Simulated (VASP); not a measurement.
**Geometry relaxation, with input and output: PbTe (part 1 of 2)**

- system: PbTe (Fm-3m, 2 atoms in the cell)
- method: Kohn-Sham DFT of a periodic cell, PBEsol, VASP PAW PBE potentials, recommended, no spin polarisation (VASP 6.6.1)

The structure derives from an entry of the Crystallography Open Database.

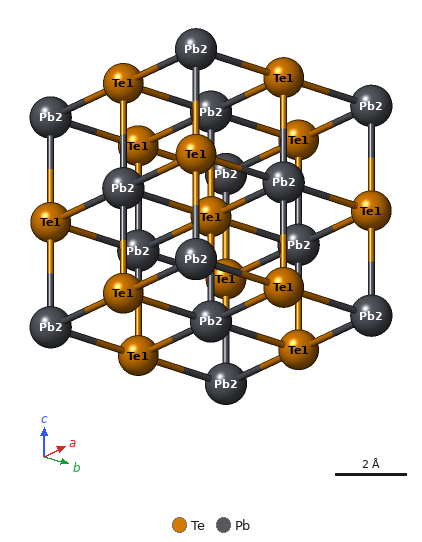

*The input geometry (ball-and-stick view of the cell 4 times as large as that of the calculation, set on its symmetry axes, seen at an oblique angle; atoms are numbered from 1 in the order of the input).*

### Key numbers

| quantity | value |
| --- | --- |
| outcome | converged |
| space group (tolerance 0.01 Å) | Fm-3m (225) |
| electrons treated | 20 |
| free energy | −8.2561 eV |
| Fermi energy | 6.012 eV |
| gap on the k-point mesh | 0.61 eV |
| pressure | 0.84 GPa |
| final volume | 65.69 Å³ |
| largest force (length of the vector) at the end | under 0.001 eV/Å |
| final cell | a = 4.529 Å, b = 4.529 Å, c = 4.529 Å, α = 60.00°, β = 60.00°, γ = 60.00° |
| hardware | 1 thread of Intel Xeon @ 2.90GHz (Ice Lake), 64 GiB of memory available, shared host |
| wall time | 55 s |
| peak memory | 0.26 GiB |

### Notes

Spin–orbit coupling is left out, which matters for Pb.

### INCAR
```
SYSTEM = TePb
ALGO = Normal
EDIFF = 1E-6
EDIFFG = -0.01
ENCUT = 600
GGA = PS
IBRION = 2
ISIF = 3
ISMEAR = 0
LASPH = .True.
LCHARG = .False.
LREAL = .False.
LWAVE = .False.
NELM = 80
NSW = 90
PREC = Accurate
PSTRESS = 8.5
SIGMA = 0.03
```

### KPOINTS
```
k-points
0
Gamma
  8 8 8
  0 0 0
```

### POSCAR
```
TePb
1.0
    0.0000000000      3.2310000000      3.2310000000
    3.2310000000      0.0000000000      3.2310000000
    3.2310000000      3.2310000000      0.0000000000
Te Pb
1 1
Direct
    0.5000000000      0.5000000000      0.5000000000
    0.0000000000      0.0000000000      0.0000000000
```

Command:
```bash
cat potpaw_PBE.64/Te/POTCAR potpaw_PBE.64/Pb_d/POTCAR > POTCAR
mpirun -np 1 vasp_std > vasp.out
```

### OSZICAR
```
N       E                     dE             d eps       ncg     rms          rms(c)
DAV:   1     0.154614395794E+03    0.15461E+03   -0.99535E+03   818   0.152E+03
DAV:   2     0.304609746509E+01   -0.15157E+03   -0.14846E+03   860   0.351E+02
DAV:   3    -0.808458250626E+01   -0.11131E+02   -0.10850E+02  1094   0.991E+01
DAV:   4    -0.837054251114E+01   -0.28596E+00   -0.28588E+00   956   0.184E+01
DAV:   5    -0.837940498959E+01   -0.88625E-02   -0.88624E-02  1150   0.287E+00    0.335E+00
DAV:   6    -0.826405215940E+01    0.11535E+00   -0.26977E-01  1132   0.458E+00    0.208E+00
DAV:   7    -0.825824021820E+01    0.58119E-02   -0.76606E-02  1036   0.170E+00    0.876E-01
DAV:   8    -0.825856284384E+01   -0.32263E-03   -0.84707E-03   986   0.110E+00    0.122E-01
DAV:   9    -0.825850318942E+01    0.59654E-04   -0.10178E-03  1160   0.363E-01    0.388E-02
DAV:  10    -0.825850865888E+01   -0.54695E-05   -0.83820E-05   924   0.874E-02    0.231E-02
DAV:  11    -0.825851128219E+01   -0.26233E-05   -0.19850E-05  1020   0.357E-02    0.102E-02
DAV:  12    -0.825851126665E+01    0.15536E-07   -0.13450E-06   638   0.109E-02
   1 F= -.79006216E+01 E0= -.79006216E+01  d E =-.790062E+01
       N       E                     dE             d eps       ncg     rms          rms(c)
DAV:   1    -0.851766117099E+01   -0.25915E+00   -0.81836E+00  1004   0.499E+01    0.280E+00
DAV:   2    -0.828821230120E+01    0.22945E+00   -0.48682E-01   992   0.134E+01    0.100E+00
DAV:   3    -0.825048176861E+01    0.37731E-01   -0.16010E-01  1016   0.687E+00    0.188E-01
DAV:   4    -0.825072561549E+01   -0.24385E-03   -0.28022E-03   824   0.519E-01    0.156E-01
DAV:   5    -0.825085907250E+01   -0.13346E-03   -0.66446E-04   998   0.252E-01    0.389E-02
DAV:   6    -0.825085484444E+01    0.42281E-05   -0.47537E-05  1040   0.122E-01    0.905E-03
DAV:   7    -0.825085221920E+01    0.26252E-05   -0.38917E-06   824   0.155E-02    0.157E-03
DAV:   8    -0.825085216413E+01    0.55071E-07   -0.11468E-07   418   0.418E-03
   2 F= -.79063086E+01 E0= -.79063086E+01  d E =-.568701E-02
       N       E                     dE             d eps       ncg     rms          rms(c)
DAV:   1    -0.827958292535E+01   -0.28731E-01   -0.75875E-01  1004   0.161E+01    0.821E-01
DAV:   2    -0.825962299347E+01    0.19960E-01   -0.40967E-02   992   0.378E+00    0.303E-01
DAV:   3    -0.825609288603E+01    0.35301E-02   -0.15222E-02  1010   0.211E+00    0.595E-02
DAV:   4    -0.825610149955E+01   -0.86135E-05   -0.25637E-04   824   0.175E-01    0.476E-02
DAV:   5    -0.825609848190E+01    0.30176E-05   -0.64342E-05   952   0.862E-02    0.149E-02
DAV:   6    -0.825609686683E+01    0.16151E-05   -0.58812E-06   938   0.425E-02    0.408E-03
DAV:   7    -0.825609760893E+01   -0.74210E-06   -0.35179E-07   424   0.858E-03
   3 F= -.79076057E+01 E0= -.79076057E+01  d E =-.698411E-02
```

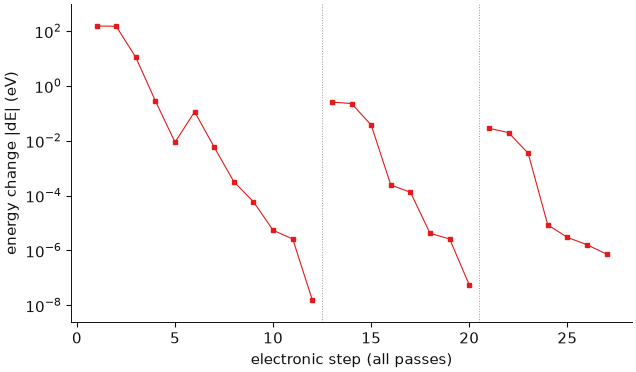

*Convergence of the self-consistent field: energy change |dE| against the electronic step. Each stretch between dotted lines is the SCF of one geometry step of a relaxation.*

The 3 ionic steps take 7 to 12 electronic steps each. The density is held fixed in the first few steps, and dE rises again when its update begins.

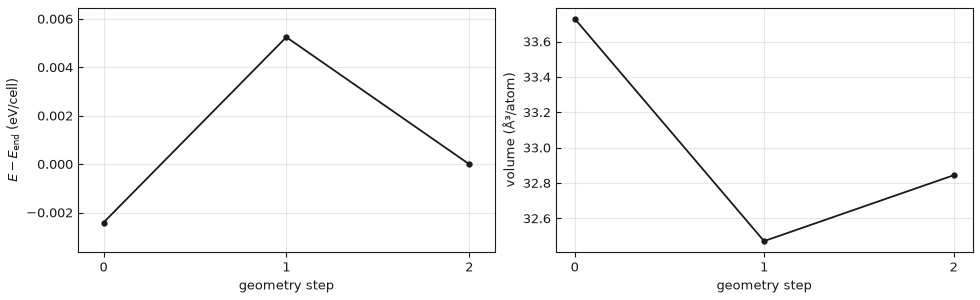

*Progress of the relaxation, step by step (steps are counted from 0).*

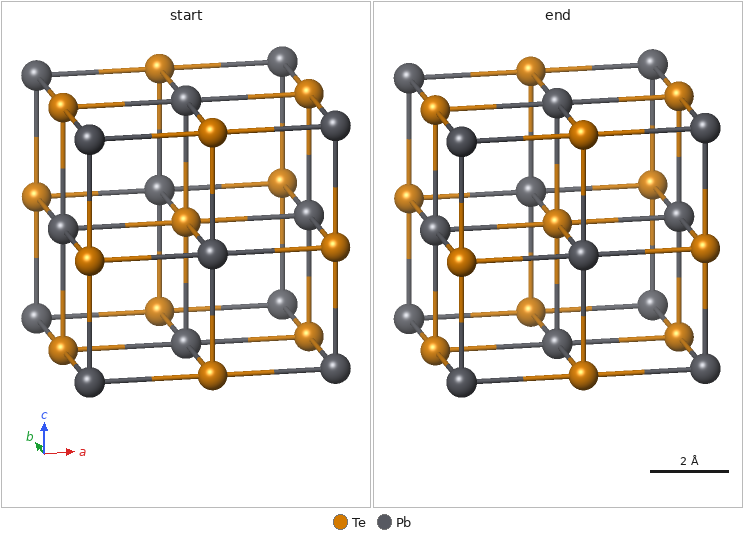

*Before (left) and after (right) the relaxation, at one scale (ball-and-stick view of the cell 4 times as large as that of the calculation, set on its symmetry axes, seen slightly off an axis).*

No atom moves by more than 0.005 Å relative to the cell. The drawn cell changes as follows: a = b = c 6.462 → 6.405 Å (−0.9 %); the volume changes by −2.6 %. Among the contacts that change: Te1–Pb2 3.231 → 3.202 Å. The space group stays Fm-3m (No. 225). The energy rises by 2.4 meV per cell of the calculation in 2 geometry steps. All forces vanish by symmetry, so only the cell relaxes. (Atoms are counted from 1 in the order of the input.)

### Parts of OUTCAR
```
SYSTEM = TePb
   EDIFF = 1E-6
   EDIFFG = -0.01
   ENCUT = 600
   GGA = PS
   IBRION = 2
   ISIF = 3
   ISMEAR = 0
   LASPH = .True.
   LREAL = .False.
   NELM = 80
   NSW = 90
   PREC = Accurate
   PSTRESS = 8.5

 ion  position               nearest neighbor table
   1  0.500  0.500  0.500-   2 3.23   2 3.23   2 3.23   2 3.23   2 3.23   2 3.23
   2  0.000  0.000  0.000-   1 3.23   1 3.23   1 3.23   1 3.23   1 3.23   1 3.23

  LATTYP: Found a face centered cubic cell.
 ALAT       =     6.4620000000

  Lattice vectors:

 A1 = (   0.0000000000,   3.2310000000,   3.2310000000)
 A2 = (   3.2310000000,   0.0000000000,   3.2310000000)
 A3 = (   3.2310000000,   3.2310000000,   0.0000000000)

Analysis of symmetry for initial positions (statically):
=====================================================================
 Subroutine PRICEL returns:
 Original cell was already a primitive cell.

 Routine SETGRP: Setting up the symmetry group for a
 face centered cubic supercell.

 Subroutine GETGRP returns: Found 48 space group operations
 (whereof 48 operations were pure point group operations)
 out of a pool of 48 trial point group operations.

The static configuration has the point symmetry O_h .

Analysis of symmetry for dynamics (positions and initial velocities):
=====================================================================
 Subroutine PRICEL returns:
 Original cell was already a primitive cell.

 Routine SETGRP: Setting up the symmetry group for a
 face centered cubic supercell.

 Subroutine GETGRP returns: Found 48 space group operations
 (whereof 48 operations were pure point group operations)
 out of a pool of 48 trial point group operations.

The dynamic configuration has the point symmetry O_h .

 Subroutine INISYM returns: Found 48 space group operations
 (whereof 48 operations are pure point group operations),
 and found     1 'primitive' translations

----------------------------------------------------------------------------------------

                                     Primitive cell

  volume of cell :      67.4592

  direct lattice vectors                    reciprocal lattice vectors
     0.000000000  3.231000000  3.231000000    -0.154750851  0.154750851  0.154750851
     3.231000000  0.000000000  3.231000000     0.154750851 -0.154750851  0.154750851
     3.231000000  3.231000000  0.000000000     0.154750851  0.154750851 -0.154750851

  length of vectors
     4.569324020  4.569324020  4.569324020     0.268036337  0.268036337  0.268036337

  position of ions in fractional coordinates (direct lattice)
     0.500000000  0.500000000  0.500000000
     0.000000000  0.000000000  0.000000000

  ion indices of the primitive-cell ions
   primitive index   ion index
                 1           1
                 2           2

----------------------------------------------------------------------------------------

 KPOINTS: k-points

Automatic generation of k-mesh.
 Grid dimensions read from file:
 generate k-points for:    8    8    8

 Generating k-lattice:

  Cartesian coordinates                     Fractional coordinates (reciprocal lattice)
    -0.019343856  0.019343856  0.019343856     0.125000000  0.000000000  0.000000000
     0.019343856 -0.019343856  0.019343856     0.000000000  0.125000000  0.000000000
     0.019343856  0.019343856 -0.019343856     0.000000000  0.000000000  0.125000000

  Length of vectors
     0.033504542  0.033504542  0.033504542

  Shift w.r.t. Gamma in fractional coordinates (k-lattice)
     0.000000000  0.000000000  0.000000000

 Subroutine IBZKPT returns following result:
 ===========================================

 Found     29 irreducible k-points:

 Following reciprocal coordinates:
            Coordinates               Weight
  0.000000  0.000000  0.000000      1.000000
  0.125000  0.000000  0.000000      8.000000
  0.250000  0.000000  0.000000      8.000000
  0.375000  0.000000  0.000000      8.000000
  0.500000  0.000000  0.000000      4.000000
  0.125000  0.125000  0.000000      6.000000
  0.250000  0.125000  0.000000     24.000000
  0.375000  0.125000  0.000000     24.000000
  0.500000  0.125000  0.000000     24.000000
 -0.375000  0.125000  0.000000     24.000000
 -0.250000  0.125000  0.000000     24.000000
 -0.125000  0.125000  0.000000     12.000000
  0.250000  0.250000  0.000000      6.000000
  0.375000  0.250000  0.000000     24.000000
  0.500000  0.250000  0.000000     24.000000
 -0.375000  0.250000  0.000000     24.000000
 -0.250000  0.250000  0.000000     12.000000
  0.375000  0.375000  0.000000      6.000000
  0.500000  0.375000  0.000000     24.000000
 -0.375000  0.375000  0.000000     12.000000
  0.500000  0.500000  0.000000      3.000000
  0.375000  0.250000  0.125000     24.000000
  0.500000  0.250000  0.125000     48.000000
 -0.375000  0.250000  0.125000     24.000000
 [... further k-points ...]
```
